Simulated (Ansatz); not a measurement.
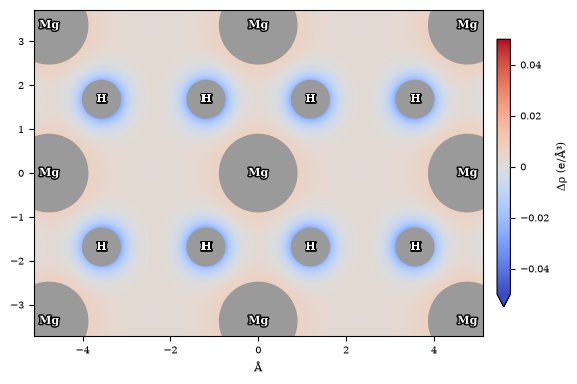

MgH$_{2}$: difference of two self-consistent densities at the same geometry, ρ(LDA) − ρ(PBE), on the (011) plane of the conventional cell. Grey discs cover the cores, where the PAW densities can't be compared. Cores are masked to 0.9 Å (Mg) and 0.4 Å (H).

Space group Fm-3m. The cell comes from a database of computed structures, not from a measurement.

Both runs: Ansatz, scalar-relativistic, plane waves and PAW, same cutoff, k-points and PAW files (made with PBE).

```
Mg H
1.0
     4.76213    0.00000    0.00000
     0.00000    4.76213    0.00000
     0.00000    0.00000    4.76213
Mg H
4 8
Direct
  0.00000 0.00000 0.00000
  0.50000 0.50000 0.00000
  0.50000 0.00000 0.50000
  0.00000 0.50000 0.50000
  0.75000 0.25000 0.25000
  0.25000 0.75000 0.25000
  0.25000 0.25000 0.75000
  0.75000 0.75000 0.75000
  0.25000 0.25000 0.25000
  0.75000 0.75000 0.25000
  0.75000 0.25000 0.75000
  0.25000 0.75000 0.75000
```

**How does the change of level move the electrons?**

Against PBE, and outside the masked cores, the largest gain lies at the edge of the masked core of Mg, and the largest loss lies at the edge of the masked core of H.
- Bader charges are Mg +1.68 and H −0.84 e with PBE and Mg +1.63 and H −0.82 e with LDA.
- At this volume the pressure is 0 GPa with PBE and −3 GPa with LDA.
